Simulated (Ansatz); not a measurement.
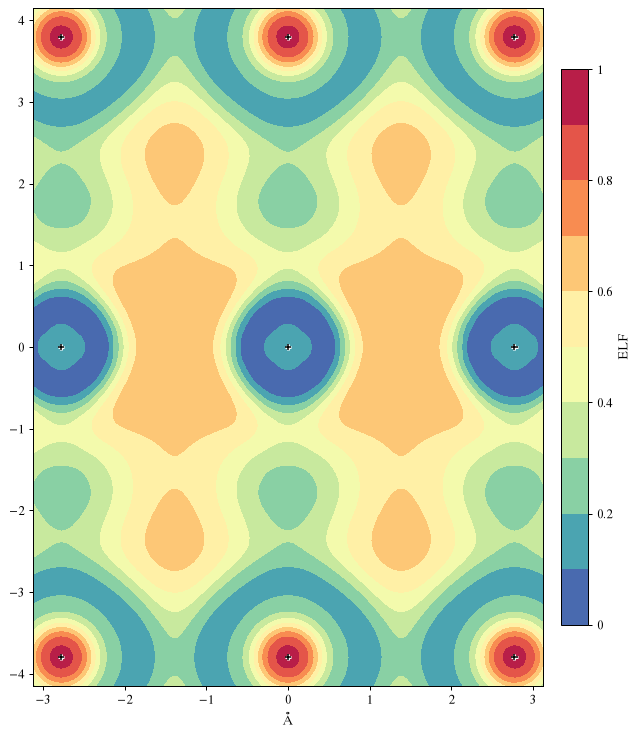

The electron localisation function on a plane through atoms (crosses mark nuclei in the plane).

Computed with DFT r2SCAN, scalar-relativistic, plane waves, PAW (Ansatz).

Candidates:
A. TaN, a = 2.94 Å, b = 2.94 Å, c = 2.88 Å, α = 90.00°, β = 90.00°, γ = 120.00°. Space group P-6m2.
B. Al, a = 3.19 Å, b = 3.19 Å, c = 3.19 Å, α = 90.00°, β = 90.00°, γ = 90.00°. Space group Im-3m; a structure from a database of computed crystals, not necessarily the ambient phase.
C. Al3Cu, a = 2.77 Å, b = 2.77 Å, c = 7.59 Å, α = 90.00°, β = 90.00°, γ = 90.00°. Space group P4/mmm; a structure from a database of computed crystals, not necessarily the ambient phase; computed without spin polarisation.

**Which system is this?**

Candidate C: Al3Cu on the (100) plane of the conventional cell, which holds Al and Cu. Al–Al (2.77 Å): the ELF peaks at about 0.65 between the atoms. Cu–Cu (2.77 Å): the ELF is about 0.30 at the midpoint: no shared electron pair shows on this line.
